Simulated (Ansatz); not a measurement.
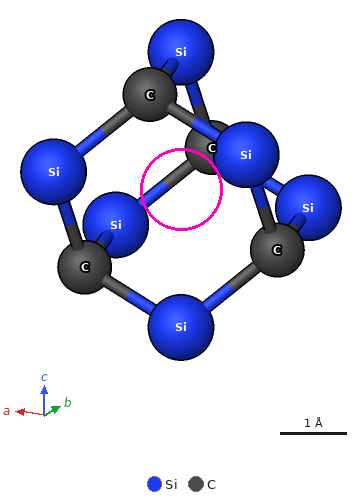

Perfect SiC. The picture is a ball-and-stick view of the atoms within 3.3 Å of one point, seen from a free direction.

These are results of DFT, PBEsol, PAW, plane waves (Ansatz), not measurements. (plane-wave cutoff 420 eV; k-point mesh 1 × 1 × 1; mesh shifted by (0.25, 0.25, 0.25); collinear spin) Fermi-Dirac smearing of 0.01 eV. A uniform background neutralises the charged cell. The axes drawn are those of the host's conventional cell.

An extra silicon atom is put between the host's atoms (an interstitial) at the ringed place, in charge state +1. The supercell has 64 sites, and the atoms are relaxed at the host's cell.

**How do the neighbours respond?**

The Si atom starts with 4 C at 1.89 Å, 6 Si at 2.18 Å around its place and ends with 4 C at 1.83 to 1.85 Å. Of the host's atoms, a silicon atom moves furthest from its site, by 0.22 Å. The cell's net moment is 1.00 μB.

The relaxed defect, seen from the same direction:

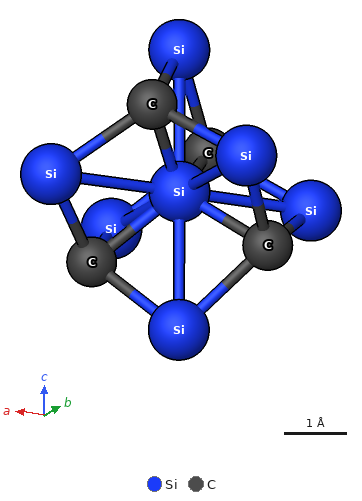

Limits of the set-up: the cell is charged, on a uniform background, and energies carry no finite-size correction.
